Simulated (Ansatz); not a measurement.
Input

```
crystal:
  lattice:
    - [4.026, 0.0, 0.0]
    - [-2.013, 3.4866182756, 0.0]
    - [0.0, 0.0, 60.6059999939]
  atoms:
    - { symbol: Te, position: [0.6666666667, 0.3333333333, 0.1500919675] }
    - { symbol: Pt, position: [0.0, 0.0, 0.1732009405] }
    - { symbol: Te, position: [0.3333333333, 0.6666666667, 0.1955292341] }
    - { symbol: Te, position: [0.6666666667, 0.3333333333, 0.2352535276] }
    - { symbol: Pt, position: [0.0, 0.0, 0.2578659837] }
    - { symbol: Te, position: [0.3333333333, 0.6666666667, 0.2805445731] }
    - { symbol: Te, position: [0.6666666667, 0.3333333333, 0.3201055276] }
    - { symbol: Pt, position: [0.0, 0.0, 0.342784117] }
    - { symbol: Te, position: [0.3333333333, 0.6666666667, 0.3653965731] }
    - { symbol: Te, position: [0.6666666667, 0.3333333333, 0.4051208666] }
    - { symbol: Pt, position: [0.0, 0.0, 0.4274491603] }
    - { symbol: Te, position: [0.3333333333, 0.6666666667, 0.4505581332] }
  periodic: [true, true, false]
scf:
  occupations: { method: gaussian, width: 0.05 }
  n_extra_bands: 16
output:
  eigenvalues: true
  write_density: true
  write_potential: true
  elf: true
  volumetric_format: npy
kpoints:
  mp_grid: { grid: [14, 14, 1] }
hamiltonian:
  xc: pbesol
```

Command:

```sh
ansatz run input.yaml --threads 8 --pin off --max-ram 24576MiB --backend cpu --events-out ev --progress --plain --runs-dir out
```

Computed with Ansatz 0.2.0, DFT PBEsol, scalar-relativistic, plane waves, PAW.

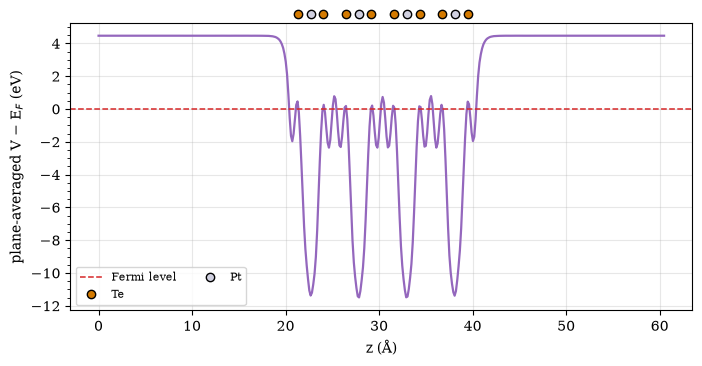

Te₂Pt. Plane average of the electrostatic potential (local pseudopotential plus Hartree) felt by an electron across the slab. Circles mark the heights of the atoms.

Core electrons are frozen (PAW), and the valence fields are smoothed inside the atomic spheres.

Question: How far below the vacuum level is the Fermi level?

Answer: The potential is flat in the vacuum, 4.47 eV above the Fermi level; this is the work function, the same on both faces.

Question: How thick is the slab, and how wide the vacuum?

Answer: The outermost nuclei are 18.2 Å apart, in 12 atomic planes; the vacuum between periodic images is 42.4 Å wide.
